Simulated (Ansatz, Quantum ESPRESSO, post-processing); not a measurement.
# Ballistic transmission: 1 layers of Li in Pt(111), on the host's sites, part 4 of 4

Aim: the zero-bias transmission with pwcond for this junction: 1 layers of Li in Pt(111), on the host's sites.

Quantum ESPRESSO 7.5; plane-wave DFT, PBE, GBRV ultrasoft pseudopotentials; cross-check by Ansatz 0.2.0 with PAW datasets.

So far. Step 3 (Transmission with pwcond.x): The run is unpolarised; a magnetic state was not tried, may lie lower and would change T. Step 3 (Transmission with pwcond.x): At no point does T exceed the number of channels.

## Step 5: Cross-check with Ansatz

A second code with its own PAW datasets, on the same atoms.

Level of this step: plane-wave DFT, PBE, Ansatz PAW (Ansatz 0.2.0).

File input.yaml:

```yaml
crystal:
  lattice:
    - [2.8072139213, 0.0, 0.0]
    - [1.4036069607, 2.4311185697, 0.0]
    - [0.0, 0.0, 48.8239962096]
  atoms:
    - { symbol: Pt, position: [0.0, 0.0, 0.0] }
    - { symbol: Pt, position: [0.333333333, 0.333333333, 0.0469457797] }
    - { symbol: Pt, position: [0.666666667, 0.666666667, 0.0938915593] }
    - { symbol: Pt, position: [0.0, 0.0, 0.140837339] }
    - { symbol: Pt, position: [0.333333333, 0.333333333, 0.1877831187] }
    - { symbol: Pt, position: [0.666666667, 0.666666667, 0.2347288984] }
    - { symbol: Pt, position: [0.0, 0.0, 0.281674678] }
    - { symbol: Pt, position: [0.333333333, 0.333333333, 0.3286204577] }
    - { symbol: Pt, position: [0.666666667, 0.666666667, 0.3755662374] }
    - { symbol: Li, position: [0.0, 0.0, 0.4295813305] }
    - { symbol: Pt, position: [0.333333333, 0.333333333, 0.4835964236] }
    - { symbol: Pt, position: [0.666666667, 0.666666667, 0.5305422033] }
    - { symbol: Pt, position: [0.0, 0.0, 0.577487983] }
    - { symbol: Pt, position: [0.333333333, 0.333333333, 0.6244337626] }
    - { symbol: Pt, position: [0.666666667, 0.666666667, 0.6713795423] }
    - { symbol: Pt, position: [0.0, 0.0, 0.718325322] }
    - { symbol: Pt, position: [0.333333333, 0.333333333, 0.7652711016] }
    - { symbol: Pt, position: [0.666666667, 0.666666667, 0.8122168813] }
    - { symbol: Pt, position: [0.0, 0.0, 0.859162661] }
    - { symbol: Pt, position: [0.333333333, 0.333333333, 0.9061084407] }
    - { symbol: Pt, position: [0.666666667, 0.666666667, 0.9530542203] }
kpoints:
  mp_grid: { grid: [10, 10, 1] }
hamiltonian:
  xc: pbe
scf:
  occupations: { method: fermi_dirac, width: 0.1 }
  convergence: { dr2_threshold: 1.0e-08 }
output:
  transmission: { leads: [[0, 3]], e_range: [-0.4, 0.4], de: 0.4, kmesh: [8, 8] }
  write_potential: true
  write_density: true
  volumetric_format: npy
```

Launch:

```bash
ansatz run input.yaml --threads 8 --pin off --max-ram 16384MiB --backend cpu --events-out ev --progress --plain --runs-dir out
```

Numbers of over 12 decimals in the logs are rounded to 6 here.

The program printed:

```text
Engine: ansatz 0.2.0, aarch64-unknown-linux-gnu
Pseudopotentials: kind: paw
Pseudopotential: Pt, paw, valence charge 18, recommended cutoff 420 eV (normal), Pt.paw.azcp
Pseudopotential: Li, paw, valence charge 3, recommended cutoff 420 eV (normal), Li.paw.azcp
Functional definition: PBE
  parameter kappa = 0.804
  parameter beta = 0.066725
  exchange = pbe_x(kappa = kappa, mu = beta*pi^2/3)
  correlation = pbe_c(beta = beta)
Crystal: 21 atoms, lattice volume = 333.208 Å³
Basis set: ecut = 420 eV, 6583 PW (Γ)
Bands: 218, of which v1, the nominal top of the filled ones, is band 182 counted from 1 (181 counted from 0)
Symmetry: 12 space group operations
Space group: P-3m1 (ITA 164), of the structure as read, at distance tolerance 6.9e-5 Å
k-points: 14 of 100
Non-local potential: Pt, projectors of the file, l = 0: 3, l = 1: 2, l = 2: 2, l = 3: 1
Non-local potential: Li, projectors of the file, l = 0: 3, l = 1: 2, l = 2: 1
PAW form: soft (Blöchl's): semilocal exchange-correlation on the pseudo side does not see the compensation charge
PAW one-centre angular grid: Pt, 590 points (default); XC on 64 Gauss nodes
PAW one-centre angular grid: Li, 110 points (default); XC on 64 Gauss nodes
Initial density: superposition of atomic densities (neutral atoms: chi_scale 0, normalization atom), corrected by the library's trained network
Initial wavefunctions: pseudopotential atomic-orbital guess
Functional: x = pbe(κ = 0.804, μ = 0.219515), c = pbe(β = 0.066725)
SCF iter   1: F=—  HF=-250665.898485 eV  |F-HF|=—  |Δ(HF+E_count)|=         —  Δρ=9.14e-3  dr2=3.56e1  ethr=1.77e-3  ⟨swp⟩=5.0  Hψ=9666  notcnv=0  defer=154
preconditioner: auto → LDOS  [metal: Δε(μ)=0.017 eV  Ē_g=8.236 eV  σ=0.100 eV  W_gap=0.04  n_scr=132 (ndim 8)  ℏωp=28.8 eV  f_vac=0.018  D(μ)=35.51/eV (n_scr^D=398)  β→1.0]
SCF iter   2: F=—  HF=-250665.858582 eV  |F-HF|=—  |Δ(HF+E_count)|=   3.99e-2  Δρ=2.43e-3  dr2=1.09e-1  ethr=1.77e-3  ⟨swp⟩=1.1  Hψ=3520  notcnv=0  defer=151
SCF iter   3: F=—  HF=-250665.858760 eV  |F-HF|=—  |Δ(HF+E_count)|=   1.78e-4  Δρ=1.78e-3  dr2=5.09e-2  ethr=3.02e-5  ⟨swp⟩=2.0  Hψ=4399  notcnv=0  defer=159
SCF iter   4: F=—  HF=-250665.851944 eV  |F-HF|=—  |Δ(HF+E_count)|=   6.82e-3  Δρ=2.75e-4  dr2=3.24e-3  ethr=1.40e-5  ⟨swp⟩=2.0  Hψ=4280  notcnv=0  defer=159
SCF iter   5: F=—  HF=-250665.851895 eV  |F-HF|=—  |Δ(HF+E_count)|=   4.89e-5  Δρ=1.64e-4  dr2=5.59e-4  ethr=8.92e-7  ⟨swp⟩=1.1  Hψ=2855  notcnv=0  defer=159
SCF iter   6: F=—  HF=-250665.851877 eV  |F-HF|=—  |Δ(HF+E_count)|=   1.86e-5  Δρ=5.87e-5  dr2=9.73e-5  ethr=1.54e-7  ⟨swp⟩=1.1  Hψ=2834  notcnv=0  defer=159
SCF iter   7: F=—  HF=-250665.851879 eV  |F-HF|=—  |Δ(HF+E_count)|=   1.86e-6  Δρ=2.56e-5  dr2=8.59e-6  ethr=2.68e-8  ⟨swp⟩=1.0  Hψ=2832  notcnv=0  defer=159
SCF iter   8: F=—  HF=-250665.852194 eV  |F-HF|=—  |Δ(HF+E_count)|=   3.15e-4  Δρ=1.13e-5  dr2=1.75e-6  ethr=2.37e-9  ⟨swp⟩=1.0  Hψ=3004  notcnv=0  defer=155
SCF iter   9: F=—  HF=-250665.852194 eV  |F-HF|=—  |Δ(HF+E_count)|=   5.80e-8  Δρ=3.66e-6  dr2=1.87e-7  ethr=4.81e-10  ⟨swp⟩=1.0  Hψ=2832  notcnv=0  defer=155
SCF iter  10: F=—  HF=-250665.852194 eV  |F-HF|=—  |Δ(HF+E_count)|=   9.87e-9  Δρ=1.63e-6  dr2=2.76e-8  ethr=5.16e-11  ⟨swp⟩=1.2  Hψ=2837  notcnv=0  defer=155
SCF iter  11: F=-250665.852194 eV  HF=-250665.852194 eV  |F-HF|=5.30e-9  |Δ(HF+E_count)|=  9.31e-10  Δρ=5.64e-7  dr2=5.46e-9  ethr=2.75e-12  ⟨swp⟩=8.9  Hψ=8295  notcnv=0
SCF 1 converged in 11 iterations: F = -250665.852194 eV  dr2 = 5.46e-9
  greatest PAW one-centre occupation: 1.000 electrons in one spin orbital (limit 2), on the Pt atom at site 12 (counted from 0), in its partial waves of l = 0
transmission: 90 of 860 steps passed
transmission: 172 of 860 steps passed
[...]
transmission: 860 of 860 steps passed
SCF converged after 11 iterations
Free energy (F): -250665.852194 eV
Harris-Foulkes:  -250665.852194 eV  (|F-HF|=5.30e-9)
Internal energy: -250664.704310 eV  (E = F + TS)
E sigma→0 (E₀):  -250665.278252 eV
Entropy (-TS):   -1.147884 eV (-54.661 meV/atom)
Fermi energy:    20.940510 eV
--- Per-component energies (eV) ---
  E_band       = -3413.350782
  E_kinetic    = 12759.354402
  E_local      = -70955.190002  (includes V_loc(G=0)·N_el)
  E_nonlocal   = 3963.553765
  E_hartree    = 31330.558888
  E_xc         = -5240.911408
  E_vxc        = -6063.297281  (∫ρ·V_xc dr)
  E_paw        = -189099.137238  (= ΣΔE_a)
  E_vpaw       = -5778.885682  (= ΣTr[D̂ρ^β])
  E_aug_tail   = 0.004069  (compensation charges beyond the density's cutoff)
  E_ewald      = -33422.936785
  E_smearing   = -1.147884  (= −TS)
  E_closure    = 0.000000  (closes the sum)
  Σ components = -250665.852194   (vs F -250665.852194, Δ=0.00e0)
--- Band table (eV; the first three rows and the last of 14) ---
  k-point 0: bands = [... 178 lower, 19.7260, 19.7260, 19.7468, 19.8142, 19.8879, 19.8879, 20.0637, 20.0637, ... 32 higher]
  k-point 1: bands = [... 178 lower, 19.5869, 19.6677, 19.6929, 19.7826, 19.8486, 19.9285, 20.0950, 20.1033, ... 32 higher]
  k-point 2: bands = [... 178 lower, 19.8009, 19.8082, 19.8909, 20.0053, 20.1414, 20.1506, 20.3173, 20.3615, ... 32 higher]
  k-point 13: bands = [... 178 lower, 20.9241, 21.0068, 21.0579, 23.6807, 24.1579, 24.2095, 24.3207, 24.4289, ... 32 higher]
--- Transmission ---
  basis      : 61 plane waves across, 86 finite elements along
  points     : 10, standing for a mesh of 8 x 8
  energies   : 3 from -0.400000 to 0.400000 eV about the Fermi level, 0.400000 eV apart; the leads are filled to 0.000000 eV, and channels, transmission and decay are at 0.000000 eV
  crystal 0  : Pt3, at the sites [0, 3], period 6.8762 Å, over 45.84 Å; its Hamiltonian steps by up to 1.7 meV
    offset         : up to 0.0000 Å between an atom of the period and one for which it stands
    channels       : 2.140625e0 a spin
    conductance    : none, the energies end too early or step too widely for 300 K: set another output.transmission.e_range or a lower de, or, where they end at an eighth of basis.ecutwfc, a higher one
  junction   : crystal 0 to crystal 0, -2.74 to 39.21 Å
    transmission   : 1.640779e-1 a spin
    conductance    : none, the energies end too early or step too widely for 300 K: set another output.transmission.e_range or a lower de, or, where they end at an eighth of basis.ecutwfc, a higher one
```

The job ended after 25 s (8 threads of Arm Neoverse N1, shared host; peak memory 2.8 GiB; 3.1 min of CPU time).

Numbers from this step:

- free energy: -250665.8522 eV
- energy at zero smearing: -250665.2783 eV
- smearing term TS: 1.148 eV
- Fermi energy: 20.94 eV
- symmetry operations: 12
- transmission at the Fermi level, one spin: 0.1641
- step of the lead's Hamiltonian over a period: 1.7 meV

Per spin; mean over the k mesh across the current. The transmission, zone mean by energy, zero at the Fermi level:

| energy (eV) | transmission, zone mean |
| --- | --- |
| -0.400 | 0.207 |
| 0.000 | 0.164 |
| 0.400 | 0.254 |

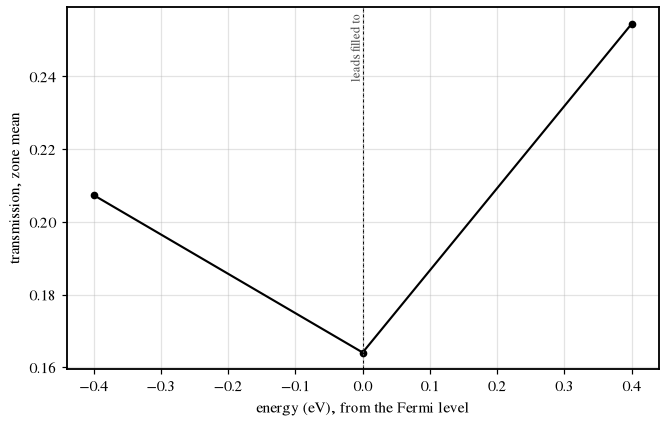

Transmission, zone mean, plotted against energy.

Per spin; mean over the k mesh across the current. Open channels, zone mean against energy, zero at the Fermi level:

| energy (eV) | open channels, zone mean |
| --- | --- |
| -0.400 | 2.06 |
| 0.000 | 2.14 |
| 0.400 | 0.984 |

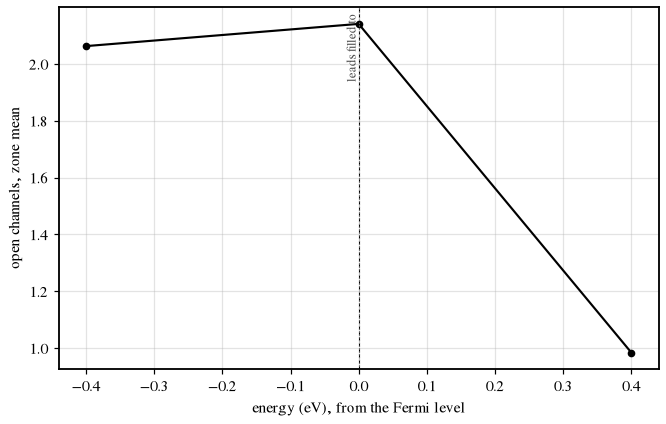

Open channels, zone mean against energy.

Ansatz finds T = 0.164 against pwcond's 0.164.

## Step 6: All levels side by side

All levels:

| step | T at the Fermi level (per spin) | conductance (G0) | r.m.s. T(E) from the first | CPU time of the step (s) | peak memory (GiB) |
| --- | --- | --- | --- | --- | --- |
| Ansatz | 0.1641 | - | 0 | 187.2 | 2.827 |
| pwcond | 0.1644 | 0.1644 | 0.001835 | 593.2 | 0.62 |
| pwcond, changed setting | 0.1702 | 0.1702 | 0.004436 | 318.1 | 0.57 |

Per spin; mean over the k mesh across the current. Transmission, zone mean against energy, zero at the Fermi level:

| energy (eV) | Ansatz | pwcond | pwcond, changed setting |
| --- | --- | --- | --- |
| -0.400 | 0.207 | 0.210 | 0.212 |
| 0.000 | 0.164 | 0.164 | 0.170 |
| 0.400 | 0.254 | 0.254 | 0.254 |

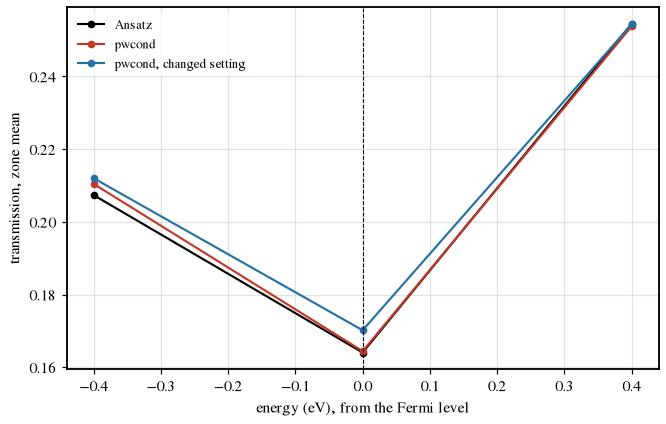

Transmission, zone mean against energy.

## Step 7: Worked from the printed numbers

The Landauer sum over the mesh, Σ w T = 0.0938 × 0.362 + 0.1875 × 0.168 + 0.0938 × 0.319 + … = 0.1644.

G = 0.164 × 77.48 µS = 12.7 µS a cell. Times the area of 6.825 Å², the resistance-area product is A/G = 5.36 fΩ m², the leads' contact resistance included.

## Step 8: Results

```json
{"conductance from T at the Fermi level, a cell (G₀ = 2e²/h)": "0.164 G₀", "conductance per area": "187 S/μm²", "lead channels per spin": "2.14", "the same conductance by Ansatz": "0.164 G₀"}
```

What this shows: The junction conducts 0.164 G₀ a cell at the Fermi level (PBE, GBRV ultrasoft). At the Fermi level the junction passes 7.7 % of what the leads offer. At the Fermi level pwcond and Ansatz differ by 0.22 %, a close match. The mean rests on 10 distinct points, the heaviest weighing 0.19, and the mesh was not tested, so even the second digit is unsure. Over -0.4 to 0.4 eV, T lies between 0.16 and 0.25 per spin. The geometry is as built, not relaxed, and the leads are short. Spin-orbit coupling is left out; depending on the atoms that carry the levels of interest, it can split and shift them by tenths of an eV to an eV or more.

[Logs are printed without paths, hosts, clocks, repeated set-up lines and the standing remarks that a program may print on its own settings, such as how far it seeks lower states.]

[Hosts, paths, dates, database ids (printed as entryN), source tags and the programs' standing remarks are cut or masked in the printed files.]

[Maps of the electrostatic potential energy from Ansatz leave out the sawtooth potential of an applied field or a dipole correction, so their vacuum need not be flat; planar profiles and work functions include it.]
